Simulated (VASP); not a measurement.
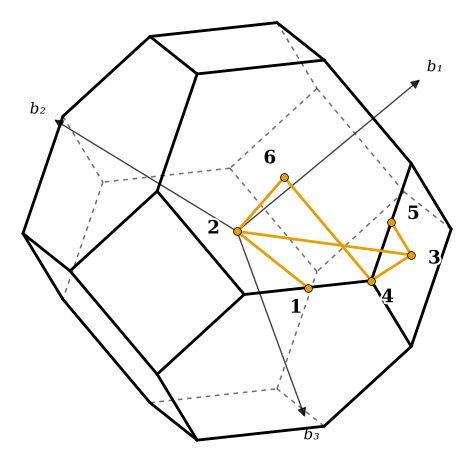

The first Brillouin zone of a face-centred cubic lattice (cF; extended symbol cF2) is drawn with its special points numbered. Crystal: GaSb, the end point of a relaxation with VASP 6.6.1, VASP Kohn-Sham DFT of a periodic cell, B3LYP, VASP PAW PBE potentials, recommended. The drawing is computed from the coordinates (standard cell, symmetry found to 0.002 Å).

a = 6.234 Å, b = 6.234 Å, c = 6.234 Å, α = 90.00°, β = 90.00°, γ = 90.00°.

Labels and path follow the convention of Hinuma et al. (2017), as computed by seekpath; the arrows show the directions of the reciprocal primitive vectors b₁, b₂, b₃, in which coordinates are given.

Q: Give the label and coordinates of each numbered point.

A:
| no. | label | coordinates |
| --- | --- | --- |
| 1 | K | (3/8, 3/8, 3/4) |
| 2 | Γ | (0, 0, 0) |
| 3 | X | (1/2, 0, 1/2) |
| 4 | W | (1/2, 1/4, 3/4) |
| 5 | U | (5/8, 1/4, 5/8) |
| 6 | L | (1/2, 1/2, 1/2) |
